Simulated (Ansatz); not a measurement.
## C8N: geometry relaxation (part 3 of 4)

The same run, continued: C8N (slab, 9 atoms in the cell); DFT PBEsol, scalar-relativistic, plane waves, PAW, spin-polarised (Ansatz 0.2.0); cutoff 420 eV, 12×12×1 k-mesh, Gaussian smearing of 0.05 eV, collinear spins. The structure derives from an entry of the Crystallography Open Database. The input holds or restrains some coordinates. Forces given for the steps count only the free coordinates. It belongs to a series of runs on one base structure; here: N over the place (0/4, 0/4) of the surface cell, its height relaxed.

Geometry of the input (Å; fractional positions):
```
2.4988  0.0000  0.0000
-1.2494  2.1640  0.0000
0.0000  0.0000  25.7639
C  0.3333  0.6667  0.3299
C  0.6667  0.3333  0.3502
C  0.6667  0.3333  0.4107
C  0.3333  0.6667  0.4310
C  0.3333  0.6667  0.5398
C  0.6667  0.3333  0.5404
C  0.6667  0.3333  0.6885
C  0.3333  0.6667  0.6885
N  0.3333  0.6667  0.7460
```

**The program's output, continued**
```
SCF iter   1: F=—  HF=-2342.702772 eV  |F-HF|=—  |Δ(HF+E_count)|=         —  Δρ=2.73e-3 (↑2.73e-3 ↓2.31e-3)  dr2=1.35e-2  dr2_m=5.93e-3  M=-0.024 μB ∫|m|=1.378 μB  β_m=0.30  ethr=3.54e-5  p=-0.038 e·Å  D=-4.99e-2 V/Å  ΔV_dip=1.29 eV  dr2_dipole=1.35e-3  V_vac-E_F(+/−)=6.40/5.11 eV  ⟨swp⟩=2.1  Hψ=3563  notcnv=0  defer=144
efield: sawtooth ramp at fractional position 0.0180 (handed on by an earlier solve), width 0.0400; the density the first Hamiltonian is built on has a dipole p = -0.038 e·Å; the dipole correction subtracts the counter field D = -4.99e-2 V/Å, which shifts the + side's vacuum level by +1.29 eV against the − side's; the planar-averaged density in the ramp window peaks in size at 6.9e-7 e/Å³
preconditioner: auto → none  [insulator: Δε(μ)=0.055 eV  Ē_g=14.789 eV  σ=0.050 eV  W_gap=0.55  n_scr=16 (ndim 8)  ℏωp=19.1 eV  f_vac=0.472  D(μ)=1.13/eV (n_scr^D=8)  ε∞_Penn≈2.7]
SCF iter   2: F=—  HF=-2342.712993 eV  |F-HF|=—  |Δ(HF+E_count)|=   1.02e-2  Δρ=2.77e-3 (↑2.35e-3 ↓2.77e-3)  dr2=1.01e-1  dr2_m=3.45e-3  M=-0.035 μB ∫|m|=1.377 μB  β_m=0.13  ethr=3.54e-5  p=-0.025 e·Å  D=-3.22e-2 V/Å  ΔV_dip=0.83 eV  dr2_dipole=2.83e-2  V_vac-E_F(+/−)=6.27/5.44 eV  ⟨swp⟩=2.4  Hψ=1615  notcnv=0  defer=144  recentre
preconditioner: auto → LDOS  [metal: Δε(μ)=0.020 eV  Ē_g=14.764 eV  σ=0.050 eV  W_gap=0.22  n_scr=16 (ndim 8)  ℏωp=19.1 eV  f_vac=0.472  D(μ)=1.55/eV (n_scr^D=10)]
spin=Collinear: LDOS preconditioning applied to the charge; magnetization (m = ρ↑ − ρ↓) channel mixes plain (no charge-response kernel on spin).
density mixer auto → msr1: a metal under ldos (density of states about μ 0.62 of a free-electron gas's, 16 screened modes)
SCF iter   3: F=—  HF=-2342.703291 eV  |F-HF|=—  |Δ(HF+E_count)|=   9.70e-3  Δρ=2.12e-3 (↑2.12e-3 ↓1.89e-3)  dr2=2.60e-3  dr2_m=4.27e-3  M=-0.024 μB ∫|m|=1.375 μB  β_m=0.13  ethr=3.54e-5  p=-0.037 e·Å  D=-4.76e-2 V/Å  ΔV_dip=1.23 eV  dr2_dipole=1.36e-4  V_vac-E_F(+/−)=6.37/5.15 eV  ⟨swp⟩=2.0  Hψ=1847  notcnv=0  defer=148
SCF iter   4: F=—  HF=-2342.704540 eV  |F-HF|=—  |Δ(HF+E_count)|=   1.25e-3  Δρ=1.69e-3 (↑1.69e-3 ↓1.54e-3)  dr2=2.11e-3  dr2_m=2.89e-3  M=-0.025 μB ∫|m|=1.372 μB  β_m=0.17  ethr=7.03e-6  p=-0.035 e·Å  D=-4.54e-2 V/Å  ΔV_dip=1.17 eV  dr2_dipole=5.05e-4  V_vac-E_F(+/−)=6.37/5.20 eV  ⟨swp⟩=1.9  Hψ=1010  notcnv=0  defer=148
SCF iter   5: F=—  HF=-2342.706221 eV  |F-HF|=—  |Δ(HF+E_count)|=   1.68e-3  Δρ=9.41e-4 (↑9.41e-4 ↓8.92e-4)  dr2=5.88e-4  dr2_m=9.91e-4  M=-0.022 μB ∫|m|=1.365 μB  β_m=0.30  ethr=5.70e-6  p=-0.037 e·Å  D=-4.77e-2 V/Å  ΔV_dip=1.23 eV  dr2_dipole=7.66e-6  V_vac-E_F(+/−)=6.37/5.14 eV  ⟨swp⟩=2.0  Hψ=1338  notcnv=0  defer=148
SCF iter   6: F=—  HF=-2342.707159 eV  |F-HF|=—  |Δ(HF+E_count)|=   9.38e-4  Δρ=1.64e-4 (↑1.60e-4 ↓1.64e-4)  dr2=1.43e-4  dr2_m=2.37e-5  M=-0.017 μB ∫|m|=1.358 μB  β_m=0.46  ethr=1.59e-6  p=-0.038 e·Å  D=-4.88e-2 V/Å  ΔV_dip=1.26 eV  dr2_dipole=6.78e-5  V_vac-E_F(+/−)=6.39/5.13 eV  ⟨swp⟩=2.5  Hψ=1599  notcnv=0  defer=148
iter 7 did not close the SCF: its close was put off for a magnetic moment that had not settled (scf_convergence_deferred on its scf_iter line)
SCF iter   7: F=-2342.707144 eV  HF=-2342.707169 eV  |F-HF|=2.49e-5  |Δ(HF+E_count)|=   1.03e-5  Δρ=8.35e-5 (↑8.35e-5 ↓7.70e-5)  dr2=2.74e-5  dr2_m=6.25e-6  M=-0.014 μB ∫|m|=1.355 μB  β_m=0.56  ethr=2.70e-7  p=-0.037 e·Å  D=-4.83e-2 V/Å  ΔV_dip=1.24 eV  dr2_dipole=6.97e-6  V_vac-E_F(+/−)=6.40/5.15 eV  ⟨swp⟩=20.7  Hψ=12010  notcnv=0
iter 8 did not close the SCF: its close was put off for a magnetic moment that had not settled (scf_convergence_deferred on its scf_iter line)
SCF iter   8: F=-2342.707175 eV  HF=-2342.707175 eV  |F-HF|=5.17e-7  |Δ(HF+E_count)|=   6.13e-6  Δρ=5.45e-5 (↑5.45e-5 ↓4.77e-5)  dr2=3.53e-6  dr2_m=3.09e-6  M=-0.013 μB ∫|m|=1.354 μB  β_m=0.71  ethr=7.42e-8  p=-0.037 e·Å  D=-4.81e-2 V/Å  ΔV_dip=1.24 eV  dr2_dipole=6.47e-7  V_vac-E_F(+/−)=6.40/5.16 eV  ⟨swp⟩=14.7  Hψ=9942  notcnv=0
SCF iter   9: F=-2342.707177 eV  HF=-2342.707181 eV  |F-HF|=3.89e-6  |Δ(HF+E_count)|=   5.41e-6  Δρ=3.98e-5 (↑3.78e-5 ↓3.98e-5)  dr2=4.88e-6  dr2_m=1.44e-6  M=-0.011 μB ∫|m|=1.352 μB  ethr=9.54e-9  p=-0.037 e·Å  D=-4.81e-2 V/Å  ΔV_dip=1.24 eV  dr2_dipole=6.09e-7  V_vac-E_F(+/−)=6.40/5.16 eV  ⟨swp⟩=14.1  Hψ=9551  notcnv=0
SCF 2 converged in 9 iterations: F = -2342.707177 eV  dr2 = 4.88e-6
[... from here on the iterations of each SCF are left out, up to the last one ...]
relax step   2: F+E_penalty+E_count = -2342.70717669 eV  Δ(F+E_penalty+E_count) = -2.591e-2 eV  max|allowed force component| = 8.508e-1 eV/Å  Δτ_max = 0.0232 Å  (9 SCF iters, dr2 threshold 1.00e-4 eV, accepted)
efield: sawtooth ramp at fractional position 0.0180 (handed on by an earlier solve), width 0.0400; the density the first Hamiltonian is built on has a dipole p = -0.037 e·Å; the dipole correction subtracts the counter field D = -4.81e-2 V/Å, which shifts the + side's vacuum level by +1.24 eV against the − side's; the planar-averaged density in the ramp window peaks in size at 5.0e-7 e/Å³
preconditioner: auto → none  [insulator: Δε(μ)=0.058 eV  Ē_g=14.726 eV  σ=0.050 eV  W_gap=0.55  n_scr=16 (ndim 8)  ℏωp=19.1 eV  f_vac=0.471  D(μ)=1.33/eV (n_scr^D=10)  ε∞_Penn≈2.7]
preconditioner: auto → LDOS  [metal: Δε(μ)=0.066 eV  Ē_g=14.709 eV  σ=0.050 eV  W_gap=0.48  n_scr=16 (ndim 8)  ℏωp=19.1 eV  f_vac=0.471  D(μ)=1.58/eV (n_scr^D=10)]
spin=Collinear: LDOS preconditioning applied to the charge; magnetization (m = ρ↑ − ρ↓) channel mixes plain (no charge-response kernel on spin).
density mixer auto → msr1: a metal under ldos (density of states about μ 0.64 of a free-electron gas's, 16 screened modes)
SCF 3 converged in 12 iterations: F = -2342.724774 eV  dr2 = 8.04e-7
relax step   3: F+E_penalty+E_count = -2342.72477431 eV  Δ(F+E_penalty+E_count) = -1.760e-2 eV  max|allowed force component| = 1.193e-1 eV/Å  Δτ_max = 0.0374 Å  (12 SCF iters, dr2 threshold 4.52e-5 eV, accepted)
efield: sawtooth ramp at fractional position 0.0180 (handed on by an earlier solve), width 0.0400; the density the first Hamiltonian is built on has a dipole p = -0.035 e·Å; the dipole correction subtracts the counter field D = -4.61e-2 V/Å, which shifts the + side's vacuum level by +1.19 eV against the − side's; the planar-averaged density in the ramp window peaks in size at 2.3e-7 e/Å³
preconditioner: auto → LDOS  [metal: Δε(μ)=0.028 eV  Ē_g=14.712 eV  σ=0.050 eV  W_gap=0.30  n_scr=16 (ndim 8)  ℏωp=19.1 eV  f_vac=0.470  D(μ)=1.43/eV (n_scr^D=10)]
spin=Collinear: LDOS preconditioning applied to the charge; magnetization (m = ρ↑ − ρ↓) channel mixes plain (no charge-response kernel on spin).
density mixer auto → msr1: a metal under ldos (density of states about μ 0.73 of a free-electron gas's, 16 screened modes)
SCF 4 converged in 10 iterations: F = -2342.725200 eV  dr2 = 2.63e-8
relax step   4: F+E_penalty+E_count = -2342.72519961 eV  Δ(F+E_penalty+E_count) = -4.253e-4 eV  max|allowed force component| = 5.530e-3 eV/Å  Δτ_max = 0.0068 Å  (10 SCF iters, dr2 threshold 8.89e-7 eV, accepted)
iter 1 solved again at ethr=7.10e-11 eV; its pass at ethr=3.10e-3 eV (dr2=2.63e-8 eV) is discarded
SCF iter   1: F=—  HF=-2342.725200 eV  |F-HF|=—  |Δ(HF+E_count)|=         —  Δρ=3.59e-6 (↑3.59e-6 ↓1.99e-6)  dr2=2.63e-8  dr2_m=6.18e-9  M=-0.010 μB ∫|m|=1.351 μB  β_m=1.20  ethr=7.10e-11  p=-0.035 e·Å  D=-4.58e-2 V/Å  ΔV_dip=1.18 eV  dr2_dipole=7.54e-10  V_vac-E_F(+/−)=6.34/5.17 eV  ⟨swp⟩=1.0  Hψ=3116  notcnv=0
efield: sawtooth ramp at fractional position 0.0180 (handed on by an earlier solve), width 0.0400; the density the first Hamiltonian is built on has a dipole p = -0.035 e·Å; the dipole correction subtracts the counter field D = -4.58e-2 V/Å, which shifts the + side's vacuum level by +1.18 eV against the − side's; the planar-averaged density in the ramp window peaks in size at 2.4e-7 e/Å³
preconditioner: auto → LDOS  [metal: Δε(μ)=0.075 eV  Ē_g=14.712 eV  σ=0.050 eV  W_gap=0.49  n_scr=16 (ndim 8)  ℏωp=19.1 eV  f_vac=0.470  D(μ)=1.40/eV (n_scr^D=10)]
spin=Collinear: LDOS preconditioning applied to the charge; magnetization (m = ρ↑ − ρ↓) channel mixes plain (no charge-response kernel on spin).
iter 2 did not close the SCF: its close was put off for a magnetic moment that had not settled (scf_convergence_deferred on its scf_iter line)
SCF iter   2: F=-2342.725200 eV  HF=-2342.725200 eV  |F-HF|=3.75e-9  |Δ(HF+E_count)|=   1.76e-8  Δρ=2.37e-6 (↑2.37e-6 ↓1.14e-6)  dr2=2.26e-8  dr2_m=2.08e-9  M=-0.010 μB ∫|m|=1.351 μB  β_m=0.39  ethr=7.10e-11  p=-0.035 e·Å  D=-4.58e-2 V/Å  ΔV_dip=1.18 eV  dr2_dipole=1.11e-9  V_vac-E_F(+/−)=6.34/5.16 eV  ⟨swp⟩=10.7  Hψ=6894  notcnv=0
density mixer auto → msr1: a metal under ldos (density of states about μ 0.72 of a free-electron gas's, 16 screened modes)
iter 3 did not close the SCF: its close was put off for a magnetic moment that had not settled (scf_convergence_deferred on its scf_iter line)
SCF iter   3: F=-2342.725200 eV  HF=-2342.725200 eV  |F-HF|=1.32e-8  |Δ(HF+E_count)|=   1.33e-8  Δρ=2.05e-6 (↑2.05e-6 ↓1.17e-6)  dr2=2.26e-8  dr2_m=2.05e-9  M=-0.010 μB ∫|m|=1.351 μB  β_m=0.38  ethr=6.10e-11  p=-0.035 e·Å  D=-4.58e-2 V/Å  ΔV_dip=1.18 eV  dr2_dipole=4.38e-9  V_vac-E_F(+/−)=6.34/5.17 eV  ⟨swp⟩=9.2  Hψ=6846  notcnv=0
SCF iter   4: F=-2342.725200 eV  HF=-2342.725200 eV  |F-HF|=3.12e-10  |Δ(HF+E_count)|=   1.02e-8  Δρ=1.05e-6 (↑1.05e-6 ↓8.31e-7)  dr2=2.62e-9  dr2_m=9.26e-10  M=-0.010 μB ∫|m|=1.351 μB  ethr=6.10e-11  p=-0.035 e·Å  D=-4.58e-2 V/Å  ΔV_dip=1.18 eV  dr2_dipole=7.05e-11  V_vac-E_F(+/−)=6.34/5.17 eV  ⟨swp⟩=8.9  Hψ=6980  notcnv=0
SCF 5 converged in 4 iterations: F = -2342.725200 eV  dr2 = 2.62e-9
relax step   5: F+E_penalty+E_count = -2342.72519964 eV  Δ(F+E_penalty+E_count) = -2.326e-8 eV  max|allowed force component| = 5.626e-3 eV/Å  Δτ_max = 0.0000 Å  (4 SCF iters, accepted)
```

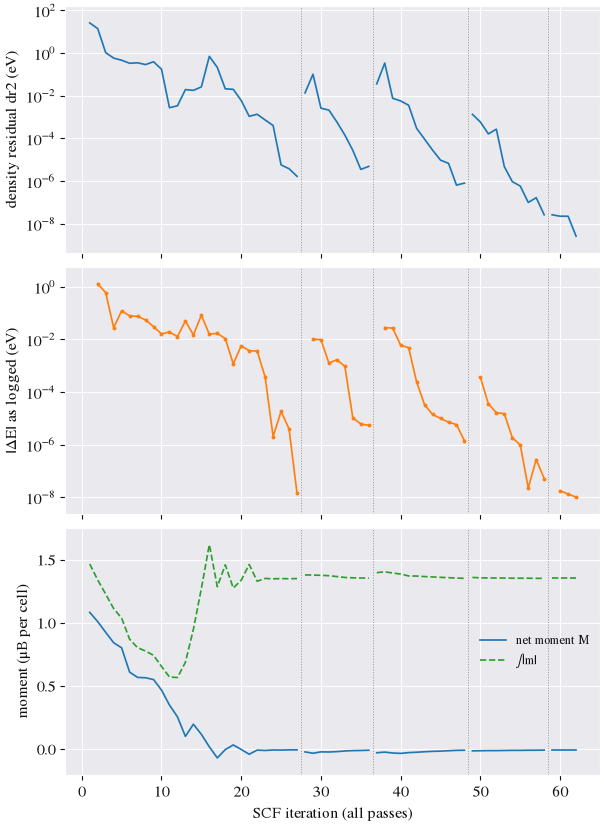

Convergence of the self-consistent field: density residual dr2, size of the energy change and magnetic moment against the SCF iteration. The dotted lines part the SCF passes of the relaxation: geometry steps, rejected trials and re-solves on a re-selected basis. The 5 passes take 4 to 27 iterations each, 62 in all. The net moment goes from 1.1 to 0.0 μB per cell.

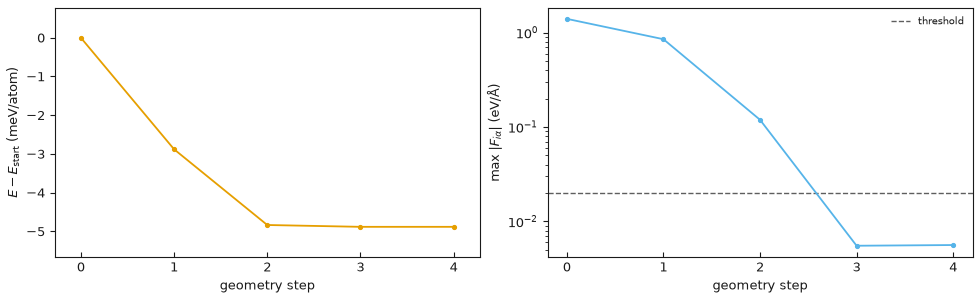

Progress of the restrained relaxation, step by step (the first geometry is step 0 here and step 1 in the log).

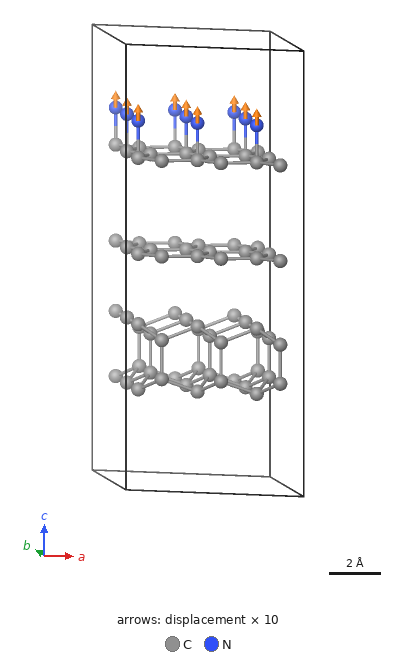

The starting structure with the displacements as orange arrows, magnified 10 times (ball-and-stick view of the 3 × 3 repeat of the cell, with the vacuum cut short, seen slightly off an axis). The largest move is that of N9, 0.067 Å. C stays in place. The cell stays as it was. Among the contacts that change: C8–N9 1.480 → 1.547 Å. The energy falls by 4.9 meV per atom in 4 geometry steps. Largest force component: 1.4 eV/Å at the start, 0.0056 eV/Å at the end. (Atoms are counted from 1 in the order of the input.)

```
WARN: The output density's exchange-correlation potential varies sharply where the density is thin. Do not read a vacuum level from v_tot or v_xc, or from such a field of the output density. On a cell that repeats whose density bears no net charge and no dipole along the vacuum's axis use v_es (v_loc + v_h of the components); under efield.dipole_correction with no amplitude use v_es + v_field, which holds any external_charges[].barrier, or the levels of the report's work_function block, which leave it out; under a non-zero efield.amplitude the vacuum is tilted and has no level; on a cell that repeats and bears such a dipole with no correction it is tilted too, and efield.dipole_correction with no amplitude gives each side of its ramp a level where efield: is served; in a cell that repeats whose density bears a net charge (total_charge, or a fill off its count) it is curved and has none; of a slab under crystal.periodic whose density bears no net charge use v_es, which has a level on each side, short of where the two are joined; of another it falls or rises all the way out and has none; of a slab beside external_charges read slab_vacuum_level instead, which it has where they leave it neutral. The grid or the basis barely resolves most such structure, and the values can differ between equally converged runs; as a rule a tighter scf.convergence.dr2_threshold does not remove it. Where the density itself ripples (under the LDA too) a higher basis.ecutwfc lessens it. The files hold the spikes' plane waves up to the density's cutoff. Files: v_tot_of_output_density and the like, and their columns of v_z.tsv (output.write_potential); v_xc_of_output_density and the like, and their columns of v_comp_z.tsv (output.write_potential_components). Measured: with its Gaussian average of σ = 0.25 Å subtracted twice, the exchange-correlation potential is over 0.1 eV at 1732 of the grid points where the equally averaged density (valence and model cores) is under 1e-3 e/Å³, and 1.27 eV at the most among them, at an averaged density of 6.6e-8 e/Å³. The input density's (outcome.potential() and, of a run that writes arrays, v_tot and v_xc) is over 0.1 eV, so measured, at 432 points of its own thin density, 0.853 eV at the most. See output.write_potential in the manual, Limitations
SCF converged after 4 iterations
Magnetization: -0.0103 μB (18.4949 up, 18.5051 down)
Absolute magnetization: 1.3509 μB (∫|ρ↑−ρ↓|, with the PAW one-centre terms)
Spin contamination: 0.5313 ħ² per cell (⟨S²⟩ above its minimum at these occupations)
Per-site moments (μB) at R_I (Å): [(-0.2712759484089045, 0.6329536511788084), (0.03472864867985704, 0.6329536511788084), (-0.03714153534532873, 0.6329536515407745), (0.25602064607949204, 0.6329536515407745), (-0.009144181511182639, 0.5951427275791195), (0.030709329776202714, 0.5951427275791195), (-0.0016441250718337793, 0.5951102397947252), (0.00027343497823649774, 0.5951102397947252), (-0.00176934515798367, 0.6383116722546605)]
Free energy (F): -2342.725200 eV
Harris-Foulkes:  -2342.725200 eV  (|F-HF|=3.12e-10)
Internal energy: -2342.723451 eV  (E = F + TS)
E sigma→0 (E₀):  -2342.724325 eV
Entropy (-TS):   -0.001749 eV (-0.194 meV/atom)
Fermi energy:    1.574957 eV
Dipole field:    D = -0.045793 V/Å  (p = -0.035257 e·Å, saw-weighted, corrected)
Work function:   Φ+ = 6.3448 eV   Φ− = 5.1650 eV
Levels:          The Fermi level and band energies are counted from a zero that moves with the ramp; work functions are not
```
